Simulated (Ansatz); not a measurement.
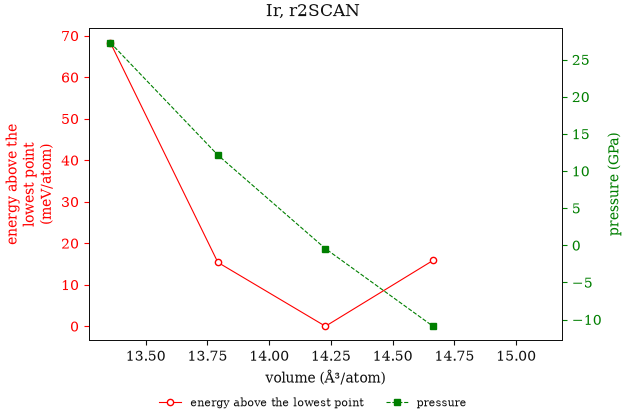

Plotted: energy above the lowest point and pressure against volume for Ir, space group Fm-3m (No. 225) (one of a set of cubic test structures, which need not be the stable phase).

Method: equation of state of a cubic crystal from periodic Kohn-Sham density functional theory without spin, third-order Birch-Murnaghan fit to the free energies; pressure corrected for the finite basis (Ansatz 0.2.0 development build). Level: r2SCAN.

| setting | value |
| --- | --- |
| structure type | fcc |
| atoms in cell | 1 |
| space group number | 225 |
| lattice centring | face-centred primitive |
| k mesh | 15×15×15 |
| occupation method | Fermi–Dirac |
| occupation width | 0.1 eV |
| wave cutoff | 700 eV |
| datasets | hard PAW |
| density tolerance | 1e−09 eV |
| bands | 20 |
| density cutoff ratio | 4 |
| search for lower states | default |
| xc grid level | 2 |

The point at volume 15.10 Å³/atom is left out of the plot. What does the calculation give there?

```json
{"volume (Å³/atom)": "15.10", "energy above the lowest point (meV/atom)": "57.6", "pressure (GPa)": "-19.6"}
```

Note: modest k-mesh, values are not fully converged in k; pseudopotentials made with PBE, not this functional.
